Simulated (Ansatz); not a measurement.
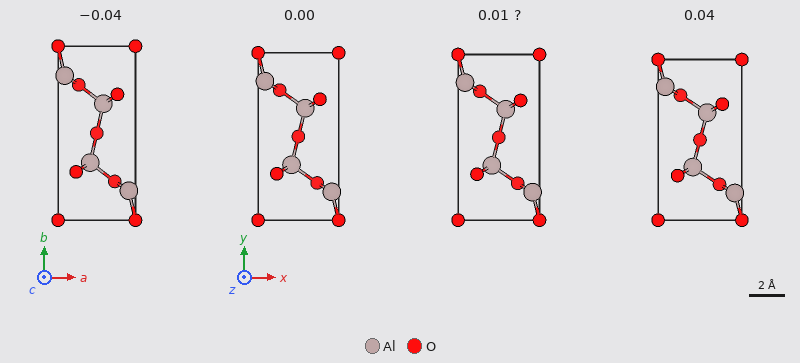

Energy scan for solid Al2O3 (Pnnm), in which the cell is strained along x and oppositely along y, with the atoms kept at their fractional coordinates. x, y and z are the Cartesian axes of the input. Style: ball-and-stick. Shown: the cell of the calculation, repeated 1 × 1 × 1 with one cell outlined, along the c axis.

The calculation used DFT r2SCAN, scalar-relativistic, plane waves, PAW (Ansatz). Set-up: plane-wave cutoff 500 eV; k-point mesh 6 × 4 × 8; occupations gaussian; smearing width 0.05 eV; no spin polarisation. Energies (free energies at the smearing named) are counted from the relaxed crystal.

| strain | E − E(ref) (meV/atom) |
| --- | --- |
| −0.040 | 29.1 |
| −0.030 | 16.6 |
| −0.020 | 7.5 |
| −0.010 | 1.9 |
| 0.000 | 0.0 |
| 0.010 | ? |
| 0.020 | 8.2 |
| 0.030 | 18.6 |
| 0.035 | 25.6 |
| 0.040 | 33.7 |

Question: Fill in the missing row.

Answer: A straight line between the two neighbours gives 4.1 meV/atom. A cubic through the four nearest rows (−0.010, 0.000, 0.020, 0.030) gives, with Lagrange weights, (−0.1667)(1.9) + (0.6667)(0.0) + (0.6667)(8.2) + (−0.1667)(18.6) = 2.0 meV/atom. The calculation gives 2.0 meV/atom, so the cubic is right to the digits shown and the straight line 2.1 meV/atom too high, as the curve bends upwards here.

The whole profile:

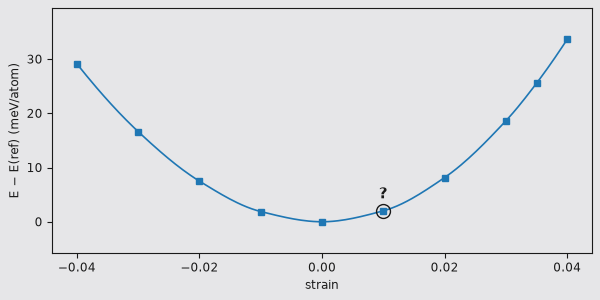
